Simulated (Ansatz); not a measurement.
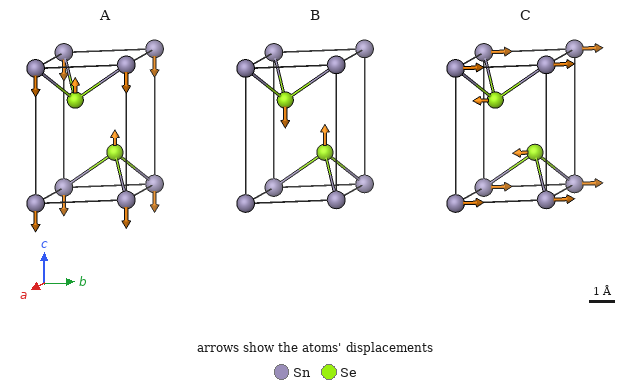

Three optical modes of crystalline SnSe2 relaxed at 3 GPa at the zone centre, in no order (one member of each degenerate set). The orange arrows are the displacements of the atoms (eigenvector over the root of the mass), of arbitrary overall length and sign. Style: ball-and-stick. Shown: the cell of the calculation, slightly off an axis.

Computed with DFT PBE+D3(BJ), scalar-relativistic, plane waves, PAW in Ansatz 0.2.0. Settings: plane-wave cutoff 420 eV; k-point mesh 12 × 12 × 8; occupations fermi dirac; smearing width 0.15 eV; target pressure 3 GPa; no spin polarisation.

The frequencies depend somewhat on the k-mesh and the smearing.

Rank the modes by frequency, softest first.

C (148 cm⁻¹), B (172 cm⁻¹), A (237 cm⁻¹). C, E_u: The Sn sublattice moves against the Se sublattice, along b; the kinetic energy is shared as Sn 57 %, Se 43 %. B, A₁g: The Sn atoms stay at rest; all motion is along c; atoms of one kind move against one another, with no net shift of their sublattice. A, A₂u: The Sn sublattice moves against the Se sublattice, along c; the kinetic energy is shared as Sn 57 %, Se 43 %. The crystal is metallic in this run.
